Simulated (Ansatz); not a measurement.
```
Sc Al N
1.0
     3.30845    0.00000    0.00000
     0.00000    3.30845    0.00000
     0.00000    0.00000   12.57636
Sc Al N
4 2 4
Direct
  0.50000 0.50000 0.16313
  0.00000 0.00000 0.66313
  0.00000 0.00000 0.33687
  0.50000 0.50000 0.83687
  0.00000 0.00000 0.00000
  0.50000 0.50000 0.50000
  0.50000 0.50000 0.33889
  0.00000 0.00000 0.83889
  0.00000 0.00000 0.16111
  0.50000 0.50000 0.66111
```

Space group I4/mmm; a structure from a database of computed crystals, not necessarily the ambient phase; a generated structure, not necessarily the stable one; changed on purpose from its base cell (volume × 1.10, shape and atoms relaxed); computed pressure about −12 GPa in this cell; computed without spin polarisation.

All numbers below come from DFT PBE, scalar-relativistic, plane waves, PAW (Ansatz 0.2.0).

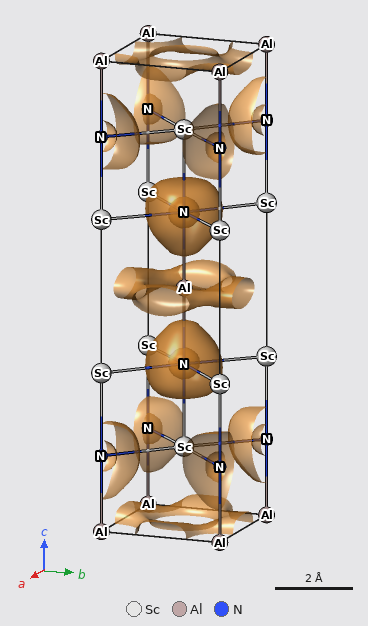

Sc2AlN2. Isosurface of the ELF at 0.65 (orange), seen slightly off an axis. Core shells and regions of very low density are left out. Sticks mark near contacts.

Where are the electrons localised?

Answer. At this value the surface marks out four regions on N in which the atom's valence shell and bonds are merged and sheets that run through the cell in two directions, counted in one cell of 10 atoms. Any copies at cell faces, edges or corners count once.

Values along the shortest contacts:
Al–N (2.03 Å): the ELF peaks at about 0.85 in the valence shell of N, 0.7 Å from its nucleus, and is about 0.75 at the midpoint. Sc–N (2.21 Å): the ELF peaks at about 0.80 in the valence shell of N, 0.7 Å from its nucleus, and is about 0.20 at the midpoint (no shared electron pair shows on this line).

Metal or insulator at this level of theory?

Answer. It is gapless in this calculation (a metal or semimetal).
